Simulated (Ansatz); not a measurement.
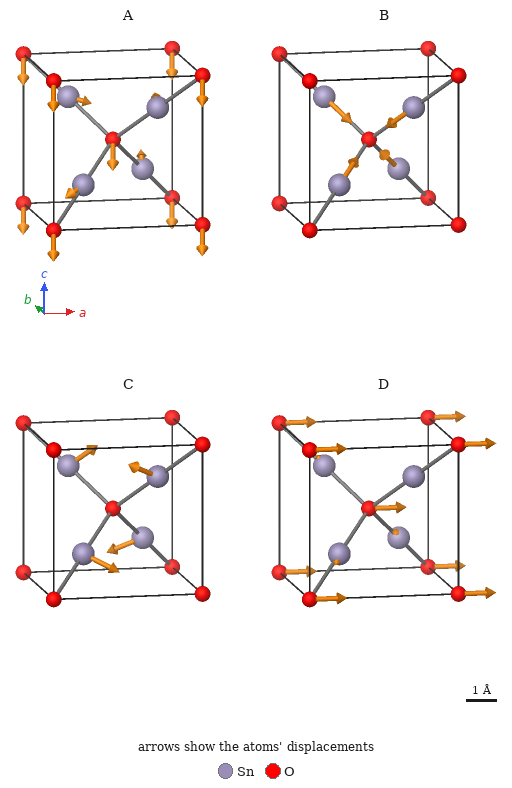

Four optical modes of a crystal of Sn$_{2}$O (a generated structure) at the zone centre, in no order (one member of each degenerate set). The orange arrows give the relative displacements of the atoms. Style: ball-and-stick. Shown: the cell of the calculation, slightly off an axis.

All numbers below come from DFT PBEsol, scalar-relativistic, plane waves, PAW (Ansatz 0.2.0). Set-up: plane-wave cutoff 420 eV; k-point mesh 8 × 8 × 8; occupations fermi dirac; smearing width 0.15 eV; no spin polarisation.

The frequencies depend somewhat on the k-mesh and the smearing.

### Rank the modes by frequency, softest first.

A (15i cm⁻¹), C (61 cm⁻¹), D (191 cm⁻¹), B (226 cm⁻¹). A, T₁u: It mainly bends the O–Sn bonds; the kinetic energy is shared as Sn 75 %, O 25 %. C, E_u: The O atoms stay at rest; atoms of one kind move against one another, with no net shift of their sublattice; the O–Sn bond lengths don't change to first order, so for these it is a bending, tilting or sliding motion. D, T₁u: The kinetic energy is shared as O 69 %, Sn 31 %. B, A₂u: The O atoms stay at rest; atoms of one kind move against one another, with no net shift of their sublattice; of the bonds it mainly stretches O–Sn, some lengthening while others shorten. Not drawn: 1 imaginary level (36i cm⁻¹), so the structure is unstable. The crystal is metallic in this run.
